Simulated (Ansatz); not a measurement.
# G0W0 on several functionals: ZnSe (Stilleite), part 2 of 2

Aim: G0W0 for ZnSe (Stilleite) on several starting functionals, at one mesh, band count and screening cutoff.

Ansatz 0.2.0; G0W0 on several functionals, plane waves, PAW. Known limits of the many-body steps: not at the basis limit; no spin-orbit coupling.

So far. Step 2 (G0W0 on LDA): The gap on the mesh goes from 1.03 eV to 2.22 eV, a correction of +1.19 eV. Between the two edge states, bare exchange in place of the xc potential would open the gap by 6.81 eV, and correlation takes back 5.62 eV. Step 3 (G0W0 on PBE): Against the run with 8×8×8 mesh, 408 empty bands, screening to 250 eV, hard PAW files on LDA, the gap moves by +0.12 eV, while the start moved by +0.26 eV.

In doubt: masses and optical values from hybrid runs of this build are listed as unsure (steps 4, 5), which bears on the screening that GW takes from such a start.

**4. G0W0 on HSE06**

This step: G0W0 on HSE06, plane waves, PAW.

input.yaml reads:

```yaml
crystal:
  lattice:
    - [0.0, 2.8338, 2.8338]
    - [2.8338, 0.0, 2.8338]
    - [2.8338, 2.8338, 0.0]
  atoms:
    - { symbol: Zn, position: [0.0, 0.0, 0.0] }
    - { symbol: Se, position: [0.25, 0.25, 0.25] }
kpoints:
  mp_grid: { grid: [8, 8, 8] }
hamiltonian:
  xc: hse06
  pseudopotentials: { kind: paw, source: ansatz }
scf:
  occupations: { method: fixed }
gw:
  n_empty_bands: 408
  ecut_chi: 250
  qp_bands: [v2, c2]
  qp_kpoints: band_edges
  screening: { model: contour_deformation }
```

Launch:

```bash
$ ansatz run input.yaml --threads 3 --pin off --max-ram 92160MiB --backend cuda --events-out ev --progress --plain --runs-dir out --devices 1 --max-vram 13GiB
```

Numbers of over 12 decimals in the logs are rounded to 6 here.

Output:

```text
GPUs: using 1 of 1 available (devices: 1).
[...]
davidson cushion auto → on  (no smearing: the cushion is to keep the highest requested band from converging to the state above it; pin scf.eigensolver.cushion to override)
[...]
GPU FFT provider: cuFFT
GPU libraries: cuBLAS 13.8.2, cuFFT 12.4.0, cuSOLVER 12.3.4
Crystal: 2 atoms, lattice volume = 45.513 Å³
Basis set: ecut = 660 eV, 1807 PW (Γ)
[...]
1    19     10.8555    -9.6800    -3.8066   -13.4291  0.8219    10.7981    10.7980  root
     1    20     14.3776    -7.0795    -4.2095   -11.2778  0.8102    14.3664    14.3664  root
[...]
28    17      4.5009   -18.8595     2.3874   -15.9039  0.7761     3.9275     3.9327  root
    28    18      4.7254   -16.6698     1.9637   -14.1048  0.7814     4.1185     4.1240  root
    28    19     13.9291    -7.4684    -3.8693   -11.2425  0.8125    13.8341    13.8339  root
    28    20     14.3987    -9.6199    -4.6851   -14.3581  0.7928    14.4519    14.4518  root
[key lines of the parts left out:]
Free energy (F): -12955.345295 eV
Fermi energy:    7.503250 eV
```

It took 3.7 min on 1 × NVIDIA H100 80GB HBM3 (shared by 6 runs) with 3 threads of AMD EPYC 7R13 (Zen 3), shared host; peak memory 6.1 GiB.

Numbers from this step:

| Quantity | Value |
| --- | --- |
| bands summed | 426 |
| RPA ε∞ on this mesh (eigenvalues) | 5.234, 5.234, 5.234 |
| plane waves in the screening matrix | 411 |
| G0W0 gap on the mesh | 2.910 eV |
| k of the valence top | 0, 0, 0 |
| k of the conduction bottom | 0, 0, 0 |
| starting gap on the mesh | 2.414 eV |
| least direct G0W0 gap on the computed points | 2.910 eV |

Against the run with 8×8×8 mesh, 408 empty bands, screening to 250 eV, hard PAW files on PBE, the gap moves by +0.56 eV, while the start moved by +1.12 eV.

**5. G0W0 on PBE0**

This step: G0W0 on PBE0, plane waves, PAW.

input.yaml: that of step 4 with these lines changed.

```diff
@@ -11,3 +11,3 @@
 hamiltonian:
-  xc: hse06
+  xc: pbe0
   pseudopotentials: { kind: paw, source: ansatz }
```

Output:

```text
GPUs: using 1 of 1 available (devices: 1).
[...]
GPU FFT provider: cuFFT
GPU libraries: cuBLAS 13.8.2, cuFFT 12.4.0, cuSOLVER 12.3.4
Crystal: 2 atoms, lattice volume = 45.513 Å³
Basis set: ecut = 660 eV, 1807 PW (Γ)
Bands: 22, of which v1, the nominal top of the filled ones, is band 18 counted from 1 (17 counted from 0)
Symmetry: 24 space group operations
[...]
k-points: 29 of 512 (time reversal used)
[...]
1    19     11.1485    -9.6339    -3.7474   -13.1094  0.8330    10.8770    10.8766  root
     1    20     14.7294    -7.0682    -4.0986   -10.9147  0.8228    14.4779    14.4773  root
[...]
28    17      4.0936   -18.8657     2.2463   -16.3108  0.7919     3.7840     3.7851  root
    28    18      4.3207   -16.6772     1.8310   -14.5115  0.7968     3.9848     3.9861  root
    28    19     14.2791    -7.4489    -3.7601   -10.8676  0.8250    13.9388    13.9377  root
    28    20     14.7765    -9.6153    -4.5601   -13.9734  0.8071    14.5749    14.5745  root
[key lines of the parts left out:]
Free energy (F): -12955.348610 eV
Fermi energy:    7.160487 eV
```

Run time: 3.5 min. Hardware: 1 × NVIDIA H100 80GB HBM3 (shared by 6 runs) with 3 threads; peak memory 6 GiB.

Numbers from this step:

```
bands summed                                 : 426
RPA ε∞ on this mesh (eigenvalues)            : 4.777, 4.777, 4.777
plane waves in the screening matrix          : 411
G0W0 gap on the mesh                         : 3.088 eV
k of the valence top                         : 0, 0, 0
k of the conduction bottom                   : 0, 0, 0
starting gap on the mesh                     : 3.023 eV
least direct G0W0 gap on the computed points : 3.088 eV
```

Against the run with 8×8×8 mesh, 408 empty bands, screening to 250 eV, hard PAW files on HSE06, the gap moves by +0.18 eV, while the start moved by +0.61 eV.

**6. Side by side**

All on the 8×8×8 mesh with 408 empty bands and screening to 250 eV. Times are wall times on 1 × NVIDIA H100 80GB HBM3 (shared by 6 runs) with 3 threads of AMD EPYC 7R13 (Zen 3), shared host, good to a factor of about two.

| start | starting gap (eV) | shift (eV) | G0W0 gap (eV) | RPA ε∞ (harmonic mean) | Z (valence, conduction) | time |
| --- | --- | --- | --- | --- | --- | --- |
| LDA | 1.03 | +1.19 | 2.22 | 8.52 | 0.76, 0.79 | 3.1 min |
| PBE | 1.29 | +1.05 | 2.34 | 7.38 | 0.77, 0.80 | 2.2 min |
| HSE06 | 2.41 | +0.50 | 2.91 | 5.23 | 0.80, 0.83 | 3.7 min |
| PBE0 | 3.02 | +0.07 | 3.09 | 4.78 | 0.81, 0.84 | 3.5 min |

How the two edges are built up, in eV (the quasiparticle level is the starting level plus Σx plus Σc less Vxc):

| run | edge | start | Σx | Σc | Vxc | Z | QP |
| --- | --- | --- | --- | --- | --- | --- | --- |
| LDA | valence top | 7.82 | -21.61 | 1.79 | -19.10 | 0.76 | 7.11 |
| LDA | conduction bottom | 8.86 | -10.08 | -3.83 | -14.39 | 0.79 | 9.33 |
| PBE | valence top | 8.15 | -21.75 | 1.90 | -18.89 | 0.77 | 7.18 |
| PBE | conduction bottom | 9.44 | -9.90 | -3.80 | -13.80 | 0.80 | 9.53 |
| HSE06 | valence top | 7.50 | -20.80 | 1.55 | -18.68 | 0.80 | 6.94 |
| HSE06 | conduction bottom | 9.92 | -9.23 | -3.80 | -12.97 | 0.83 | 9.85 |
| PBE0 | valence top | 7.16 | -20.80 | 1.47 | -19.01 | 0.81 | 6.84 |
| PBE0 | conduction bottom | 10.18 | -9.22 | -3.74 | -12.71 | 0.84 | 9.92 |

For a hybrid start, Vxc holds its share of exact exchange.

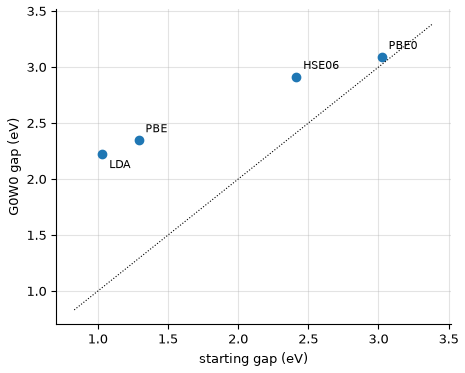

G0W0 gap against starting gap; on the dotted line the correction would vanish.

**7. Outcome**

- G0W0@LDA: 2.22 eV (start 1.03 eV)
- G0W0@PBE: 2.34 eV (start 1.29 eV)
- G0W0@HSE06: 2.91 eV (start 2.41 eV)
- G0W0@PBE0: 3.09 eV (start 3.02 eV)
- known limits: not at the basis limit; no spin-orbit coupling

The starting gaps span 1.99 eV and the G0W0 gaps 0.86 eV. Between LDA and PBE0, 0.86 eV of the 1.99 eV survives, 43 %. PBE0 screens less than LDA (ε∞ 4.78 against 8.52). Of the 0.86 eV by which its G0W0 gap is higher, the correlation part gives +0.42 eV, and exchange with the one-particle terms, which follow the orbitals, +0.45 eV. The smallest correction, +0.07 eV, is on PBE0, the start nearest to reproducing itself. Bands and cutoff are finite, so the gap is not at the basis limit. The miss can reach some tenths of an eV and take either sign; the mesh is an error of its own. The many-body steps are scalar-relativistic: spin-orbit coupling is not in them.

[Paths, hosts, dates, memory and timing lines, banners, echoed tables and standing remarks are left out of the program output.]

[Logs are printed without paths, hosts, clocks, repeated set-up lines and the standing remarks that a program may print on its own settings, such as how far it seeks lower states.]

[Runs of the session that timed out or met a known fault of the program may be left out.]

[Cells called generated may have been cut or substituted from an entry of the Crystallography Open Database or the Materials Project.]

[Hosts, paths, dates, database ids (printed as entryN), source tags and the programs' standing remarks are cut or masked in the printed files.]
